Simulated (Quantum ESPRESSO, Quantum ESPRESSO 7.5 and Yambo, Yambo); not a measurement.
# A GW chain in Yambo: BAs (F-43m)

Wanted: ground state, empty states, screening and self-energy for BAs (F-43m).

Program: Quantum ESPRESSO 7.5 and Yambo 5.3.0. Level of theory: PBE and many-body steps on it, plane waves. Results are calculated unless marked as measured.

**What was measured.**

- Gap 2.02 eV: indirect gap from square root of absorption coefficient, average of three samples; transmission and reflection spectroscopy; 300 K; bulk crystal (CVT-grown platelets about 10 um thick) (“Optical properties of cubic boron arsenide”, 2019, arxiv:1911.04914).

- Gap 4.12 eV: direct gap from square of absorption coefficient, average of two samples; spectroscopic ellipsometry; 300 K; bulk crystal (CVT-grown opaque bulk crystals) (“Optical properties of cubic boron arsenide”, 2019, arxiv:1911.04914).

- Gap 1.82 eV: indirect optical gap from absorption edge; UV-visible absorption; 300 K; bulk crystal (single crystal grown by chemical vapor transport) (“Basic Physical Properties of Cubic Boron Arsenide”, 2019, arxiv:1911.11281).

This is a report of a sequence of runs, with most program output left out.

## 1. Starting point

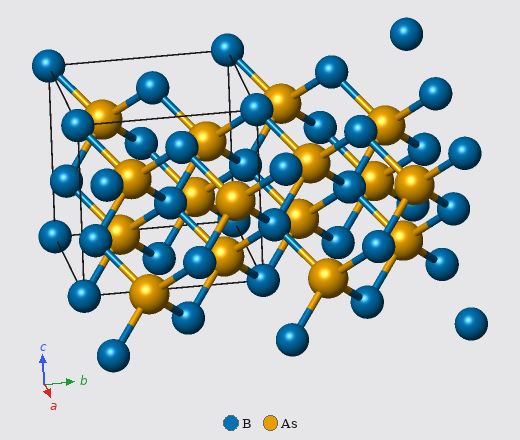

The starting structure, seen slightly off an axis (boron blue, arsenic orange). 2×2×1 cells are drawn. This picture shows the conventional cell, with its axes. Bonds to atoms that aren't drawn are left out. Some periodic images of atoms are drawn too.

The cell and positions come from the Crystallography Open Database and are kept as given unless a step says otherwise.

## 2. Ground state

This step: Quantum ESPRESSO 7.5; DFT, PBE with spin-orbit coupling, plane waves, norm-conserving pseudopotentials.

The ground-state density comes first.

Input file pw.in:

```
&control
  calculation = 'scf'
  prefix = 'x'
  outdir = 'o'
  pseudo_dir = 'pseudo'
/
&system
  ibrav = 0
  nat = 2
  ntyp = 2
  ecutwfc = 76.0
  nbnd = 28
  force_symmorphic = .true.
  noncolin = .true.
  lspinorb = .true.
/
&electrons
  conv_thr = 1e-10
  electron_maxstep = 80
  mixing_beta = 0.5
/
ATOMIC_SPECIES
  B 10.81 B.upf
  As 74.922 As.upf
CELL_PARAMETERS angstrom
  -0.0000000000 2.3885000000 2.3885000000
  2.3885000000 -0.0000000000 2.3885000000
  2.3885000000 2.3885000000 -0.0000000000
ATOMIC_POSITIONS crystal
  B 0.0000000000 0.0000000000 0.0000000000
  As 0.2500000000 0.2500000000 0.2500000000
K_POINTS automatic
  8 8 8 0 0 0
```

On the command line:

```
$ OMP_NUM_THREADS=1 mpirun -n 4 pw.x -nk 4 -in pw.in > pw.out
```

It took 16 s on 4 MPI ranks of Arm Neoverse V1, shared host; peak memory 0.34 GiB; 65 s of CPU time.

Numbers from this step:

```yaml
total_energy: -2965.5950 eV
gap: 1.144 eV
k_of_the_valence_top: 0, 0, 0
k_of_the_conduction_bottom: 0, 0.375, 0.375
least_direct_gap: 3.086 eV
```

The gap is indirect, with the least direct gap 1.94 eV higher.

## 3. Bands along the symmetry lines

Levels along a band path, at the cheap level, show where the edges lie and whether the meshes to come will hold them.

Input file pw.in:

```
&control
  calculation = 'bands'
  prefix = 'x'
  outdir = 'o'
  pseudo_dir = 'pseudo'
/
&system
  ibrav = 0
  nat = 2
  ntyp = 2
  ecutwfc = 76.0
  nbnd = 30
  force_symmorphic = .true.
  noncolin = .true.
  lspinorb = .true.
/
&electrons
  conv_thr = 1e-9
  electron_maxstep = 80
  diago_full_acc = .true.
  diago_thr_init = 5e-6
/
ATOMIC_SPECIES
  B 10.81 B.upf
  As 74.922 As.upf
CELL_PARAMETERS angstrom
  -0.0000000000 2.3885000000 2.3885000000
  2.3885000000 -0.0000000000 2.3885000000
  2.3885000000 2.3885000000 -0.0000000000
ATOMIC_POSITIONS crystal
  B 0.0000000000 0.0000000000 0.0000000000
  As 0.2500000000 0.2500000000 0.2500000000
K_POINTS crystal
  50
  0.00000000 0.00000000 0.00000000 1
  -0.06250000 -0.06250000 0.00000000 1
  -0.12500000 -0.12500000 0.00000000 1
  -0.18750000 -0.18750000 0.00000000 1
  -0.25000000 -0.25000000 0.00000000 1
  -0.31250000 -0.31250000 0.00000000 1
  -0.37500000 -0.37500000 0.00000000 1
  -0.43750000 -0.43750000 0.00000000 1
  -0.50000000 -0.50000000 0.00000000 1
  -0.48437500 -0.48437500 0.03125000 1
  -0.46875000 -0.46875000 0.06250000 1
  -0.45312500 -0.45312500 0.09375000 1
  -0.43750000 -0.43750000 0.12500000 1
  -0.42187500 -0.42187500 0.15625000 1
  -0.40625000 -0.40625000 0.18750000 1
  -0.39062500 -0.39062500 0.21875000 1
  -0.37500000 -0.37500000 0.25000000 1
  -0.37500000 0.00000000 0.37500000 1
  -0.32812500 0.00000000 0.32812500 1
  -0.28125000 0.00000000 0.28125000 1
  -0.23437500 0.00000000 0.23437500 1
  -0.18750000 0.00000000 0.18750000 1
  -0.14062500 0.00000000 0.14062500 1
  -0.09375000 0.00000000 0.09375000 1
  -0.04687500 0.00000000 0.04687500 1
  0.00000000 0.00000000 0.00000000 1
  0.00000000 0.00000000 0.06250000 1
  0.00000000 0.00000000 0.12500000 1
  0.00000000 0.00000000 0.18750000 1
  0.00000000 0.00000000 0.25000000 1
  0.00000000 0.00000000 0.31250000 1
  0.00000000 0.00000000 0.37500000 1
  0.00000000 0.00000000 0.43750000 1
  -0.00000000 -0.00000000 0.50000000 1
  -0.06250000 -0.03125000 0.46875000 1
  -0.12500000 -0.06250000 0.43750000 1
  -0.18750000 -0.09375000 0.40625000 1
  -0.25000000 -0.12500000 0.37500000 1
  -0.31250000 -0.15625000 0.34375000 1
  -0.37500000 -0.18750000 0.31250000 1
  -0.43750000 -0.21875000 0.28125000 1
  -0.50000000 -0.25000000 0.25000000 1
  -0.50000000 -0.28125000 0.21875000 1
  -0.50000000 -0.31250000 0.18750000 1
  -0.50000000 -0.34375000 0.15625000 1
  -0.50000000 -0.37500000 0.12500000 1
  -0.50000000 -0.40625000 0.09375000 1
  -0.50000000 -0.43750000 0.06250000 1
  -0.50000000 -0.46875000 0.03125000 1
  -0.50000000 -0.50000000 0.00000000 1
```

Run time: 10 s. Hardware: 4 MPI ranks; peak memory 0.24 GiB.

Numbers from this step:

| Item | Value |
| --- | --- |
| gap | 1.144 eV |
| k of the valence top | 0, 0, 0 |
| k of the conduction bottom | -0.375, -0.375, 0 |
| least direct gap | 3.086 eV |

The gap is 1.144 eV, as in the run before at this level.

The electronic bands at the labelled points (eV, zero at the top of the highest filled band):

```
    point  band 15  band 16  band 17  band 18  band 19  band 20  band 21  band 22
        Γ     0.00     0.00     0.00     0.00     3.09     3.09     3.30     3.30
        X    -4.20    -4.20    -4.07    -4.07     1.39     1.39     1.39     1.39
        U    -6.06    -5.96    -3.55    -3.54     1.99     2.00     5.48     5.52
jump to K    -6.06    -5.96    -3.55    -3.54     1.99     2.00     5.48     5.52
        Γ     0.00     0.00     0.00     0.00     3.09     3.09     3.30     3.30
        L    -1.96    -1.96    -1.81    -1.81     2.64     2.64     4.70     4.70
        W    -5.62    -5.48    -5.25    -5.23     5.21     5.22     5.89     5.89
        X    -4.20    -4.20    -4.07    -4.07     1.39     1.39     1.39     1.39
```

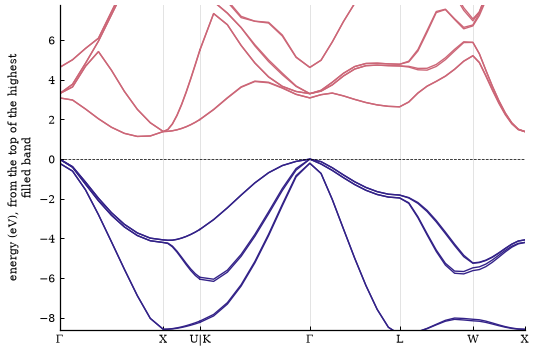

Electronic bands along the path; lines of filled and empty bands in two colours.

## 4. Empty states on the mesh, 6×6×6 mesh, 160 bands

The sums over transitions need many empty states on a uniform mesh; this step solves for them.

Input file pw.in:

```
&control
  calculation = 'nscf'
  prefix = 'x'
  outdir = 'o'
  pseudo_dir = 'pseudo'
/
&system
  ibrav = 0
  nat = 2
  ntyp = 2
  ecutwfc = 76.0
  nbnd = 160
  force_symmorphic = .true.
  noncolin = .true.
  lspinorb = .true.
/
&electrons
  conv_thr = 1e-9
  electron_maxstep = 80
  diago_full_acc = .true.
  diago_thr_init = 5e-6
/
ATOMIC_SPECIES
  B 10.81 B.upf
  As 74.922 As.upf
CELL_PARAMETERS angstrom
  -0.0000000000 2.3885000000 2.3885000000
  2.3885000000 -0.0000000000 2.3885000000
  2.3885000000 2.3885000000 -0.0000000000
ATOMIC_POSITIONS crystal
  B 0.0000000000 0.0000000000 0.0000000000
  As 0.2500000000 0.2500000000 0.2500000000
K_POINTS automatic
  6 6 6 0 0 0
```

The job ended after 24 s (4 MPI ranks; peak memory 0.42 GiB).

This step gave:

* gap: 1.229 eV
* k of the valence top: 0, 0, 0
* k of the conduction bottom: 0, 0.3333, 0.3333
* least direct gap: 3.086 eV
* k points computed: 16
* lowest point of the top converged band, above the valence top: 94.2422 eV

On this mesh the gap is 1.229 eV. The earlier step found 1.144 eV, so this mesh misses an edge.

## 5. Conversion and set-up

This step: Yambo 5.3.0; conversion and set-up on PBE with spin-orbit coupling, plane waves, norm-conserving pseudopotentials.

The states are converted to the many-body program's format and the q mesh is built.

On the command line:

```
$ (cd o/x.save; p2y > p2y.log; mv SAVE ../..); yambo > setup.log
```

Elapsed: 2.8 s, on 1 MPI rank; peak memory 0.24 GiB.

## 6. Screening and self-energy, 6×6×6 mesh, 160 bands, screening to 142.9 eV

G0W0 replaces the xc potential by the self-energy, built once from these orbitals. Only a window of levels is corrected, while the sums run over the empty bands that the input names.

This step: G0W0 on PBE with spin-orbit coupling, plane waves, norm-conserving pseudopotentials.

Input file gw4.in:

```
HF_and_locXC
gw0
dyson
ppa
em1d
rim_cut
RandQpts= 1000000
RandGvec= 1 RL
EXXRLvcs= 76 Ry
VXCRLvcs= 304 Ry
Chimod= "HARTREE"
% BndsRnXp
 1 | 160 |
%
NGsBlkXp= 10.5 Ry
% LongDrXp
 1 | 1 | 1 |
%
% GbndRnge
 1 | 160 |
%
DysSolver= "n"
ExtendOut
PPAPntXp= 27.21138 eV
% QPkrange
 1 | 1 | 15 | 22 |
 10 | 10 | 15 | 22 |
%
```

On the command line:

```
$ OMP_NUM_THREADS=1 mpirun -n 4 yambo -F gw4.in -J gw4 -C gw4 > gw4.log
```

Elapsed: 8.9 min, on 4 MPI ranks; peak memory 2.4 GiB.

Numbers from this step:

```
G0W0 gap on the points computed              : 2.065 eV
starting gap on the mesh                     : 1.229 eV
k of the valence top                         : 0, 0, 0
k of the conduction bottom                   : 0, 0.3333, 0.3333
least direct G0W0 gap on the computed points : 3.897 eV
Z at the valence top                         : 0.8055
Z at the conduction bottom                   : 0.8146
```

The gap on the mesh goes from 1.23 eV to 2.06 eV, a correction of +0.84 eV. The start differs from the 1.14 eV found before because the two sample other k points.

Limits: finite bands, cutoff and mesh; exchange with frozen shells missing. v1 is the top filled band, c1 the lowest empty one. Levels before and after the correction, in eV, zero at the valence-band top of each column:

```
           conduction bottom  valence top
Kohn-Sham               1.23         0.00
     G0W0               2.06         0.00
```

```
                           level  energy (eV)
Kohn-Sham                Γ v3-v1        0.000
Kohn-Sham                Γ c1-c2        3.086
Kohn-Sham                   Γ c3        3.301
Kohn-Sham     (0 0.333 0.333) v3       -3.583
Kohn-Sham  (0 0.333 0.333) v2-v1       -3.451
Kohn-Sham  (0 0.333 0.333) c1-c2        1.229
Kohn-Sham     (0 0.333 0.333) c3        3.091
     G0W0                Γ v3-v1        0.000
     G0W0                Γ c1-c2        3.897
     G0W0                   Γ c3        4.053
     G0W0     (0 0.333 0.333) v3       -3.880
     G0W0  (0 0.333 0.333) v2-v1       -3.731
     G0W0  (0 0.333 0.333) c1-c2        2.065
     G0W0     (0 0.333 0.333) c3        3.986
```

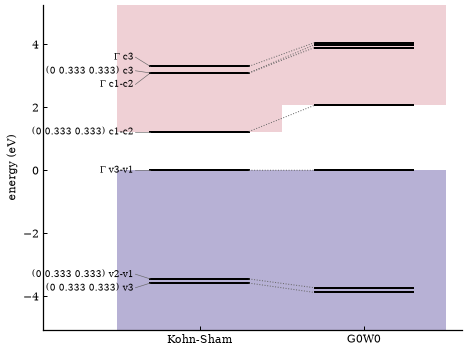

Levels before and after the correction. Shaded: valence and conduction bands.

## 7. Where the time went

Times are wall times on the hardware named with each run, good to a factor of about two.

```
                          step     time  share  memory (GiB)
                  ground state     16 s    3 %          0.34
bands along the symmetry lines     10 s    2 %          0.24
      empty states on the mesh     24 s    4 %          0.42
         conversion and set-up    2.8 s    0 %          0.24
     screening and self-energy  8.9 min   91 %           2.4
```

## 8. Results

| Item | Value |
| --- | --- |
| PBE gap | 1.14 eV, indirect |
| G0W0 gap on the mesh | 2.06 eV |
| G0W0 gap over the zone (rigid shift) | 1.98 eV |
| GW settings | 6×6×6 mesh, 160 bands, screening to 142.9 eV, Godby-Needs plasmon pole |
| known limits | not at the basis limit; exchange with frozen shells missing |

**Reading.** G0W0 moves the gap on the mesh from 1.23 eV to 2.06 eV (+0.84 eV), with Z of 0.81 and 0.81 at the edges. The mesh misses the band edges by 0.08 eV in all; a rigid shift gives 1.98 eV for the zone. Only 2 of the mesh's irreducible points were corrected, so a valley elsewhere could overtake. The dearest step here is «screening and self-energy». Against experiment, by G0W0@PBE: the gap of 1.98 eV lies −0.04 eV from the measured 2.02 eV (indirect, 300 K, 2019); the direct gap of 3.90 eV lies −0.22 eV from the measured 4.12 eV (direct, 300 K, 2019); the gap of 1.98 eV lies +0.16 eV from the measured 1.82 eV (indirect, 300 K, 2019). An exciton line or allowed optical edge lies below the quasiparticle gap by the binding energy; a forbidden edge can push the onset above it. The calculation has static nuclei and no excitons; a measured gap holds zero-point and thermal motion, which mostly lowers it. Bands and cutoff are finite, so the gap is not at the basis limit. The miss can reach some tenths of an eV and take either sign; the mesh is an error of its own. In the G0W0 run levels were corrected at 2 k points alone, so a gap called «on the mesh» is the least over those, and an edge elsewhere would be missed. A denser mesh or path gives a starting gap of 1.14 eV: the GW mesh misses a band edge, so its gaps are not the fundamental one. The norm-conserving file of at least one element keeps a d shell over frozen s and p shells of the same row. Exchange with those shells is missing from the self-energy, an error of 0.3 to 0.9 eV in cases checked, whose sign depends on which edge lies on those atoms.

[Paths, hosts, dates, memory and timing lines, banners, echoed tables and standing remarks are left out of the program output.]

[Logs are printed without paths, hosts, clocks, repeated set-up lines and the standing remarks that a program may print on its own settings, such as how far it seeks lower states.]

[Runs of the session that timed out or met a known fault of the program may be left out.]

[Hosts, paths, dates, database ids (printed as entryN), source tags and the programs' standing remarks are cut or masked in the printed files.]
